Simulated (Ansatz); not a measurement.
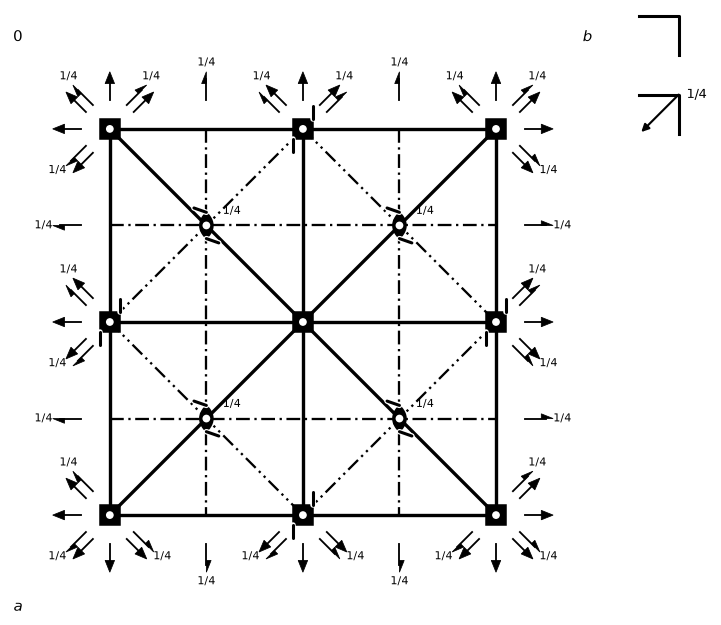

Symmetry elements of a space group, projected down c, computed from the operations of a computed or model structure of composition Mg.

Symbols follow the International Tables: origin at the upper left, the third axis towards the viewer; heavy, dashed, dotted, dash-dotted and dash-dot-dot lines are mirror, in-plane glide, out-of-plane glide, diagonal (n; with arrows d) and double (e) glide planes seen edge on; arrows at the rim are 2 (full head) and 2₁ (half head) axes in the plane; the corner sign is a plane parallel to the page; fractions are heights. Handed screw axes carry their printed symbol instead of tails.

> Give the Hermann–Mauguin symbol and number.

No. 139, I4/mmm; body-centred tetragonal, point group 4/mmm, 32 general positions a cell.

> List the elements shown.

4₂ axes along c at (0, 1/2), (1/2, 0); 4 axes along c at (0, 0), (1/2, 1/2); 2₁ axes along c at (1/4, 1/4), (1/4, 3/4), (3/4, 1/4), (3/4, 3/4); inversion centres at (0, 0), (0, 1/2), (1/4, 1/4; c height 1/4), (1/4, 3/4; c height 1/4), (1/2, 0), (1/2, 1/2), (3/4, 1/4; c height 1/4), (3/4, 3/4; c height 1/4); mirror planes holding c and [1 1 0] or [−1 1 0]; e glide planes holding c and [1 1 0] or [−1 1 0]; mirror planes normal to a, at x = 0, 1/2; n glide planes normal to a, at x = 1/4, 3/4; mirror planes normal to b, at y = 0, 1/2; n glide planes normal to b, at y = 1/4, 3/4; a mirror plane normal to c at height 0; an n glide plane normal to c at height 1/4; 2 axes along [1 1 0] at heights 0, 1/4; 2 axes along [−1 1 0] at heights 0, 1/4; 2 axes along a at height 0; 2 axes along b at height 0; 2₁ axes along [1 1 0] at heights 0, 1/4; 2₁ axes along [−1 1 0] at heights 0, 1/4; 2₁ axes along a at height 1/4; 2₁ axes along b at height 1/4. Heights repeat every half period; positions are (a, b) fractions, modulo 1.

> Write the general positions (in any order).

For each centring vector (0, 0, 0), (1/2, 1/2, 1/2):
x, y, z
−x, −y, −z
−y, x, z
y, −x, −z
−x, −y, z
x, y, −z
y, −x, z
−y, x, −z
x, −y, −z
−x, y, z
−y, −x, −z
y, x, z
−x, y, −z
x, −y, z
y, x, −z
−y, −x, z
